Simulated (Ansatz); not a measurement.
Structure (in its standard cell), coordinates from a relaxation with Ansatz 0.2.0, DFT PBEsol, scalar-relativistic, plane waves, PAW; the starting structure was generated, so it need not be a known form of this composition:

```
Mo
1.0
     2.72999    0.00000    0.00000
    -1.36500    2.36424    0.00000
     0.00000    0.00000    4.83943
Mo
2
Direct
  0.33333 0.66667 0.75000
  0.66667 0.33333 0.25000
```

Q: What does the kinematic electron diffraction pattern along [102] look like at 100 kV (B = 0.5 Å²)?

A: The spots form a rectangular net whose two shortest vectors correspond to d = 2.36 Å and 1.31 Å, 90.0° apart. They are 0 -1 0 and -2 1 1 (itself extinct). The pattern has symmetry 2mm. A glide plane extinguishes reflections such as 2 -1 -1.

Strongest reflections with d > 0.80 Å, one of each family (|F|² from tabulated Gaussian fits of the electron scattering factors, times a small damping for the curvature of the Ewald sphere):

```
   hkl  d (Å)  I (strongest = 100)
 0 1 0  2.364                  100
2 0 -1  1.148                   55
2 1 -1  0.879                   22
 0 2 0  1.182                   20
```

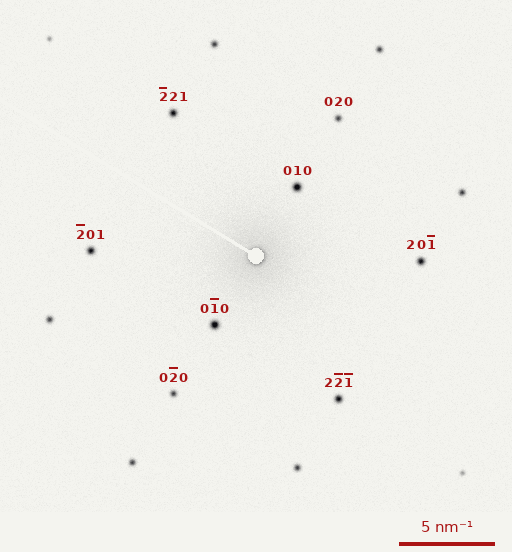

Calculated pattern, seen from the source side with [102] pointing towards the source.
